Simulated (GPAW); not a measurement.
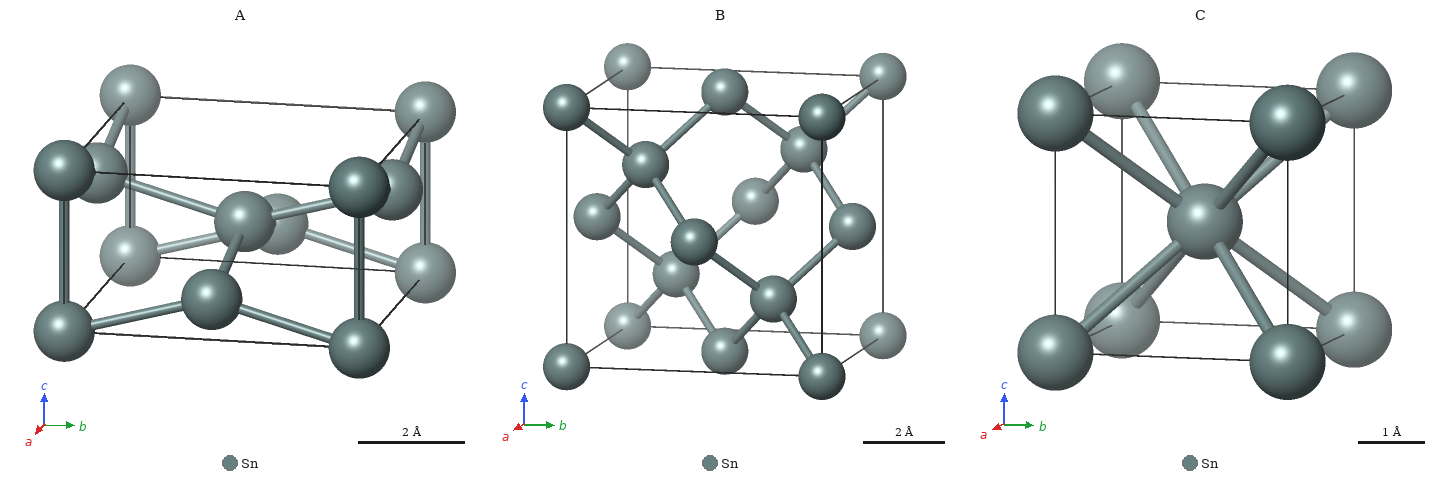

Three structures of Sn, each relaxed (cell and atoms) at zero pressure; conventional cells in solid outline, small ones repeated, each panel with its own scale. Alike in all runs: GPAW 26.7.0; functional PBEsol; dispersion D4; potentials PAW data sets generated in the run's folder for this functional; cutoff 600 eV; occupations fermi-dirac, width 0.05 eV; no spin polarisation; no spin-orbit coupling. The k meshes have like spacings.

> Name the structure in each panel.

A: β-tin type, I4₁/amd; B: diamond, Fd-3m; C: body-centred cubic (W type), Im-3m.

> Rank them by energy, lowest first.

A, then C (+52 meV/atom) and B (+100 meV/atom), static energies at zero smearing.

> Could pressure favour another of these structures?

C is denser (25.1 against 26.0 Å³/atom), so pressure favours it. Setting PΔV equal to ΔE at fixed volumes gives a first estimate of 9.8 GPa for the crossing; compression of both forms, other phases and heat would move it.

> Collect the results in a table.

| panel | space group | E − E(lowest) (meV/atom) | volume (Å³/atom) |
| --- | --- | --- | --- |
| A | I4₁/amd | 0 | 26.0 |
| C | Im-3m | 52 | 25.1 |
| B | Fd-3m | 100 | 34.1 |

The starts are database entries or structure types tried for this composition, and the most stable form need not be among them.

Caveat: later steps reuse the first step's grids.
